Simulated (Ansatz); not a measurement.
Al8As8H (charge −1): single-point calculation

- system: Al8As8H (defect cell, 17 atoms in the cell, total charge −1)
- method: DFT, PBE, plane waves, PAW, no spin polarisation (Ansatz 0.2.0)

The structure derives from a Materials Project entry. Some settings of this run were made unusual or wrong on purpose. Figures and captions count atoms from 1; the log counts them from 0 in places.

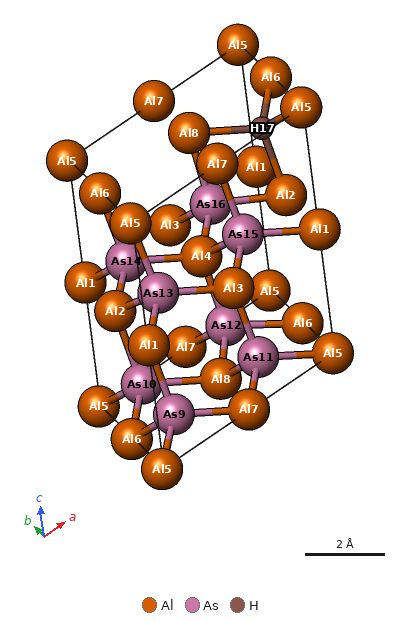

*The input geometry (ball-and-stick view of the cell of the calculation, seen slightly off an axis; atoms are numbered from 1 in the order of the input).*

Near neighbours in the crystal (not all of them lie inside the picture): Al has 4 As at 1.96 to 2.01 Å; Al has 4 As at 1.97 to 2.07 Å and 1 H at 1.90 Å; As has 4 Al at 1.96 to 2.07 Å; H has 4 Al at 1.90 Å.

## The input
```yaml
crystal:
  lattice:
    - [0.0, 4.58232986, -4.58232986]
    - [4.58232986, 4.58232986, 0.0]
    - [4.58232986, 0.0, -4.58232986]
  atoms:
    - { symbol: Al, position: [0.0041537505, -0.0013845835, 0.4986154165] }
    - { symbol: Al, position: [-0.0052782786, 0.4947217214, 0.5158348357] }
    - { symbol: Al, position: [0.4986154165, -0.0013845835, 0.4986154165] }
    - { symbol: Al, position: [0.4986154165, 0.5041537505, 0.4986154165] }
    - { symbol: Al, position: [-0.0052782786, 0.0158348357, 0.9947217214] }
    - { symbol: Al, position: [-0.0052782786, 0.4947217214, 0.9947217214] }
    - { symbol: Al, position: [0.4986154165, -0.0013845835, 1.0041537505] }
    - { symbol: Al, position: [0.5158348357, 0.4947217214, 0.9947217214] }
    - { symbol: As, position: [0.127976431, 0.122023569, 0.127976431] }
    - { symbol: As, position: [0.125, 0.625, 0.125] }
    - { symbol: As, position: [0.622023569, 0.122023569, 0.127976431] }
    - { symbol: As, position: [0.622023569, 0.627976431, 0.127976431] }
    - { symbol: As, position: [0.127976431, 0.122023569, 0.622023569] }
    - { symbol: As, position: [0.127976431, 0.627976431, 0.622023569] }
    - { symbol: As, position: [0.625, 0.125, 0.625] }
    - { symbol: As, position: [0.622023569, 0.627976431, 0.622023569] }
    - { symbol: H, position: [0.875, 0.375, 0.875] }
  host:
    lattice:
      - [0.0, 2.8639561605, 2.8639561605]
      - [2.8639561605, 0.0, 2.8639561605]
      - [2.8639561605, 2.8639561605, 0.0]
    atoms:
      - { symbol: Al, position: [0.0, 0.0, 0.0] }
      - { symbol: As, position: [0.75, 0.75, 0.75] }
total_charge: -1
basis:
  ecutwfc: 420
  xc_grid: 2
kpoints:
  mp_grid: { grid: [2, 2, 2], shift: [0.0, 0.0, 0.0] }
hamiltonian:
  xc: pbe
scf:
  occupations: { method: gaussian, width: 0.01 }
  max_iter: 75
output:
  forces: true
  eigenvalues: true
```

Machine: 4 threads of Intel Xeon (Sapphire Rapids), 64 GiB of memory available, shared host.

Launch command:
```bash
ansatz run input.yaml --threads 4 --pin off --max-ram 8192MiB --backend cpu --events-out ev --progress --plain --runs-dir out
```

## What the program printed
```
Engine: ansatz 0.2.0, x86_64-unknown-linux-gnu
Pseudopotentials: kind: paw
Pseudopotential: Al, paw, valence charge 3, recommended cutoff 420 eV (normal), Al.paw.azcp
Pseudopotential: As, paw, valence charge 15, recommended cutoff 420 eV (normal), As.paw.azcp
Pseudopotential: H, paw, valence charge 1, recommended cutoff 420 eV (normal), H.paw.azcp
Functional definition: PBE
  parameter kappa = 0.804
  parameter beta = 0.06672455060314922
  exchange = pbe_x(kappa = kappa, mu = beta*pi^2/3)
  correlation = pbe_c(beta = beta)
Crystal: 17 atoms, lattice volume = 192.437 Å³
Basis set: ecut = 420 eV, 3719 PW (Γ), exchange–correlation on 90×90×90 points (8 copies of the dense FFT grid, shifted against one another)
Bands: 90, of which v1, the nominal top of the filled ones, is band 73 counted from 1 (72 counted from 0)
Symmetry: 24 space group operations
Space group: F-43m (ITA 216), of the structure as read, at distance tolerance 5.8e-5 Å
k-points: 3 of 8
Non-local potential: Al, projectors of the file, l = 0: 2, l = 1: 2, l = 2: 1
Non-local potential: As, projectors of the file, l = 0: 2, l = 1: 2, l = 2: 3, l = 3: 1
Non-local potential: H, projectors of the file, l = 0: 2, l = 1: 1
PAW form: soft (Blöchl's): semilocal exchange-correlation on the pseudo side does not see the compensation charge
PAW one-centre angular grid: Al, 110 points (default); XC on 64 Gauss nodes
PAW one-centre angular grid: As, 590 points (default); XC on 64 Gauss nodes
PAW one-centre angular grid: H, 110 points (default); XC on 64 Gauss nodes
Initial density: superposition of atomic densities (neutral atoms scaled as one to the charged cell's electrons: chi_scale 0, normalization atom), corrected by the library's trained network
Initial wavefunctions: pseudopotential atomic-orbital guess
Functional: x = pbe(κ = 0.804, μ = 0.2195149727645171), c = pbe(β = 0.06672455060314922)
SCF iter   1: F=—  HF=-43096.332474 eV  |F-HF|=—  |Δ(HF+E_count)|=         —  Δρ=2.46e-2  dr2=1.08e0  ethr=1.77e-3  ⟨swp⟩=7.3  Hψ=1126  notcnv=0  defer=1
preconditioner: auto → Resta (q_TF=auto, 2.606 Å⁻¹)  ε∞=4.6  [insulator: Δε(μ)=0.411 eV  Ē_g=11.460 eV  σ=0.010 eV  W_gap=0.67  n_scr=58 (ndim 8)  ℏωp=21.7 eV  f_vac=0.000  D(μ)=38.57/eV (n_scr^D=724)  ε∞_Penn≈4.6]
SCF iter   2: F=—  HF=-43095.951305 eV  |F-HF|=—  |Δ(HF+E_count)|=   3.81e-1  Δρ=1.27e-2  dr2=2.43e-1  ethr=7.37e-4  ⟨swp⟩=2.3  Hψ=354  notcnv=0  defer=28
SCF iter   3: F=—  HF=-43095.820163 eV  |F-HF|=—  |Δ(HF+E_count)|=   1.31e-1  Δρ=2.93e-3  dr2=1.13e-2  ethr=1.67e-4  ⟨swp⟩=3.7  Hψ=514  notcnv=0  defer=28
SCF iter   4: F=—  HF=-43095.811961 eV  |F-HF|=—  |Δ(HF+E_count)|=   8.20e-3  Δρ=8.30e-4  dr2=6.28e-4  ethr=7.75e-6  ⟨swp⟩=2.7  Hψ=538  notcnv=0  defer=13
automatic band count: iteration 4 solves 85 bands in place of 90: the levels show a gap, and the empty bands left out lie too high to hold charge; the band table lists the bands solved (type scf.n_extra_bands for more)
SCF iter   5: F=—  HF=-43095.812028 eV  |F-HF|=—  |Δ(HF+E_count)|=   6.75e-5  Δρ=1.47e-4  dr2=2.04e-5  ethr=4.30e-7  ⟨swp⟩=2.0  Hψ=484  notcnv=0  defer=13
SCF iter   6: F=—  HF=-43095.811952 eV  |F-HF|=—  |Δ(HF+E_count)|=   7.62e-5  Δρ=2.33e-5  dr2=8.17e-7  ethr=1.40e-8  ⟨swp⟩=2.0  Hψ=458  notcnv=0  defer=13
SCF iter   7: F=—  HF=-43095.811952 eV  |F-HF|=—  |Δ(HF+E_count)|=   2.26e-7  Δρ=6.99e-6  dr2=1.26e-7  ethr=6.85e-11  ⟨swp⟩=12.0  Hψ=1153  notcnv=0
SCF iter   8: F=-43095.811952 eV  HF=-43095.811952 eV  |F-HF|=1.81e-9  |Δ(HF+E_count)|=   1.62e-7  Δρ=2.64e-6  dr2=1.30e-8  ethr=6.85e-11  ⟨swp⟩=5.0  Hψ=957  notcnv=0
SCF 1 converged in 8 iterations: F = -43095.811952 eV  dr2 = 1.30e-8
  greatest PAW one-centre occupation: 0.999 electrons in one spin orbital (limit 2), on the As atom at site 11 (counted from 0), in its partial waves of l = 2
SCF converged after 8 iterations
Free energy (F): -43095.811952 eV
Harris-Foulkes:  -43095.811952 eV  (|F-HF|=1.81e-9)
Internal energy: -43095.810024 eV  (E = F + TS)
E sigma→0 (E₀):  -43095.810988 eV
Entropy (-TS):   -0.001928 eV (-0.113 meV/atom)
Fermi energy:    15.962302 eV
--- Per-component energies (eV) ---
  E_band       = -931.331861
  E_kinetic    = 1269.820732
  E_local      = -12558.332446  (includes V_loc(G=0)·N_el)
  E_nonlocal   = -5257.475356
  E_hartree    = 7383.757138
  E_xc         = -1066.784066
  E_vxc        = -1013.732631  (∫ρ·V_xc dr)
  E_paw        = -18413.315684  (= ΣΔE_a)
  E_vpaw       = 1860.878279  (= ΣTr[D̂ρ^β])
  E_aug_tail   = -0.001309  (compensation charges beyond the density's cutoff)
  E_ewald      = -14453.479033
  E_smearing   = -0.001928  (= −TS)
  E_closure    = 0.000000  (closes the sum)
  E_deformation_potential = -24.556063  (in the stress; not in F)
  Σ components = -43095.811952   (vs F -43095.811952, Δ=0.00e0)
--- Forces (eV/Å), atoms counted from 1 ---
  atom   1  Al     0.93569083    -0.93569083     0.93569083
  atom   2  Al    -0.81456420     0.81456420     0.81456420
  atom   3  Al     0.93569083     0.93569083    -0.93569083
  atom   4  Al    -0.93569083    -0.93569083    -0.93569083
  atom   5  Al    -0.81456420    -0.81456420    -0.81456420
  atom   6  Al     0.81456420     0.81456420    -0.81456420
  atom   7  Al    -0.93569083     0.93569083     0.93569083
  atom   8  Al     0.81456420    -0.81456420     0.81456420
  atom   9  As    -0.00000000    -0.00000000    -0.45846022
  atom  10  As     0.00000000     0.00000000     0.00000000
  atom  11  As     0.00000000    -0.45846022    -0.00000000
  atom  12  As     0.45846022     0.00000000     0.00000000
  atom  13  As    -0.45846022     0.00000000    -0.00000000
  atom  14  As     0.00000000     0.45846022     0.00000000
  atom  15  As    -0.00000000    -0.00000000    -0.00000000
  atom  16  As     0.00000000     0.00000000     0.45846022
  atom  17  H      0.00000000     0.00000000     0.00000000
  max |Σ_I F_I| component: 1.00e-15 eV/Å
--- Band table (eV) ---
  k-point 0: bands = ["-19.4042", "-19.4042", "-19.4042", "-19.3885", "-19.3885", "-19.3885", "-19.3854", "-19.3854", "-19.3854", "-19.3788", "-19.3708", "-19.3708", "-19.3708", "-19.3682", "-19.3682", "-19.3682", "-19.3672", "-19.3672", "-19.3391", "-19.3263", "-19.3263", "-19.3263", "-19.3214", "-19.3214", "-19.3199", "-19.3199", "-19.3114", "-19.3114", "-19.3114", "-19.3007", "-19.2775", "-19.2775", "-19.2775", "-19.2267", "-19.2267", "-18.8826", "-18.8826", "-18.8826", "-18.8402", "-18.8402", "-1.0666", "2.3522", "2.3522", "2.3522", "2.7983", "3.7346", "3.7346", "4.0032", "5.2356", "6.4742", "6.4742", "6.4742", "7.3837", "7.3837", "7.3837", "11.9706", "11.9706", "11.9706", "11.9940", "11.9940", "11.9940", "12.6837", "14.3681", "14.3681", "14.6508", "14.6508", "14.6508", "14.8860", "14.8860", "14.8860", "15.6434", "15.6434", "15.9653", "15.9653", "15.9653", "17.8975", "17.8975", "17.8975", "20.0157", "20.2762", "20.2762", "20.2762", "20.6474", "20.6474", "20.6474"]
  k-point 1: bands = ["-19.4015", "-19.3982", "-19.3982", "-19.3911", "-19.3911", "-19.3902", "-19.3824", "-19.3813", "-19.3813", "-19.3752", "-19.3745", "-19.3745", "-19.3739", "-19.3705", "-19.3692", "-19.3692", "-19.3681", "-19.3681", "-19.3332", "-19.3323", "-19.3240", "-19.3240", "-19.3236", "-19.3236", "-19.3163", "-19.3163", "-19.3153", "-19.3153", "-19.3070", "-19.3057", "-19.2785", "-19.2783", "-19.2783", "-19.2271", "-19.2271", "-18.8828", "-18.8827", "-18.8827", "-18.8404", "-18.8404", "0.0434", "0.1928", "2.7523", "2.7523", "2.7976", "2.7976", "2.8167", "3.2827", "6.8236", "7.7988", "7.9530", "7.9530", "8.1673", "8.1673", "10.4004", "10.6986", "10.9466", "10.9466", "11.0415", "11.0415", "11.0603", "11.4367", "12.9132", "12.9318", "12.9318", "13.0711", "13.0711", "13.1077", "14.8397", "15.0662", "15.0662", "15.3240", "15.3240", "17.5128", "17.7777", "17.7777", "17.9399", "17.9399", "20.8037", "21.1928", "21.7454", "21.7454", "21.8047", "21.8980", "21.8980"]
  k-point 2: bands = ["-19.4033", "-19.3936", "-19.3936", "-19.3905", "-19.3905", "-19.3873", "-19.3842", "-19.3813", "-19.3813", "-19.3798", "-19.3798", "-19.3748", "-19.3719", "-19.3710", "-19.3694", "-19.3694", "-19.3680", "-19.3667", "-19.3332", "-19.3272", "-19.3268", "-19.3263", "-19.3263", "-19.3211", "-19.3192", "-19.3134", "-19.3129", "-19.3123", "-19.3123", "-19.3065", "-19.2792", "-19.2792", "-19.2777", "-19.2274", "-19.2272", "-18.8829", "-18.8829", "-18.8826", "-18.8404", "-18.8404", "0.3504", "0.7059", "1.6901", "1.9121", "1.9121", "2.3449", "3.9186", "4.2072", "7.7019", "8.6486", "8.6486", "9.1716", "9.1716", "9.2136", "9.4408", "9.4408", "9.6593", "10.2596", "10.3068", "10.6224", "10.6224", "10.8489", "12.0611", "12.0937", "13.2335", "13.2335", "13.5628", "13.5628", "14.1725", "14.4455", "14.6344", "14.6344", "15.8560", "18.4789", "18.7891", "19.3484", "19.5139", "19.5139", "19.6535", "19.8450", "20.0089", "20.4767", "22.8352", "22.8352", "22.8843"]
```

## Outcome

```csv
quantity,value
outcome,converged
electrons treated,146
free energy,−43095.8120 eV
Fermi energy,15.962 eV
gap on the k-point mesh,none (metallic)
largest force (length of the vector),1.621 eV/Å
wall time,0.94 s (CPU time 2.9 s)
peak memory,0.58 GiB
```

## Diagnosis

The input was spoiled on purpose: a lattice far too small (`crystal.lattice`). The atoms are squeezed together and the pressure is enormous. The program still converged, but the numbers can't be taken as results for the intended system.
